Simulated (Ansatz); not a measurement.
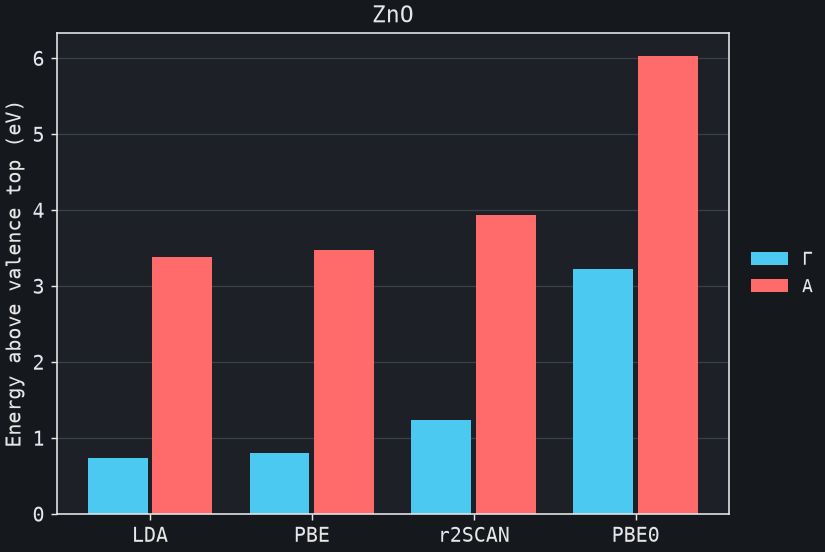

Lowest conduction level at each named k point, counted from the valence-band top at Γ, by several methods on one cell of wurtzite ZnO, space group P6_3mc, 4 atoms in the cell, relaxed with r2SCAN; a = 3.235 Å, c = 5.211 Å (hexagonal axes). All runs are without spin-orbit coupling and carry no moments. The cell is at 6 GPa in PBE.

```csv
method,program,Γ (eV),A (eV)
LDA,Ansatz,0.74,3.39
PBE,Ansatz,0.81,3.48
r2SCAN,Ansatz,1.24,3.94
PBE0,Ansatz,3.22,6.03
```

Estimate the r2SCANh values. It was run as: r2SCANh, Ansatz PAW set, 6×6×4 k mesh, 500 eV cutoff, fixed occupations (Ansatz 0.2.0).

Exact exchange opens the gap over the semilocal values shown, the highest of which is 1.24 eV (r2SCAN) at Γ. r2SCANh gives 2.14 eV at Γ and 4.90 eV at A, which is +1.33 eV from PBE at Γ.

Does r2SCANh shift these levels rigidly from PBE?

The shifts are +1.33 eV at Γ and +1.42 eV at A, and at points that aren't plotted +1.66 eV (M), +1.49 eV (L), +1.37 eV (K) and +1.47 eV (H): over the named points that both runs hold, a spread of 0.33 eV on a mean of 1.46 eV, so one shift describes them only roughly.

How do the methods rank at Γ?

From low to high: LDA 0.74, PBE 0.81, r2SCAN 1.24, r2SCANh 2.14, PBE0 3.22 eV.

Settings. LDA: Ansatz PAW set, 12×12×6 k mesh, 420 eV cutoff, fixed occupations (Ansatz 0.2.0). PBE: Ansatz PAW set, 12×12×6 k mesh, 420 eV cutoff, Fermi-Dirac smearing of 0.02 eV (Ansatz 0.2.0). r2SCAN: Ansatz PAW set, 12×12×6 k mesh, 500 eV cutoff, fixed occupations (Ansatz 0.2.0). PBE0: Ansatz PAW set, 6×6×4 k mesh, 420 eV cutoff, fixed occupations (Ansatz 0.2.0).

These are five of the 7 methods that were run on this cell. LDA, r2SCAN, r2SCANh and PBE0: the PAW data sets were made with another functional. LDA, GGA and most meta-GGA functionals understate gaps. r2SCANh: the k mesh is thin for exact exchange.
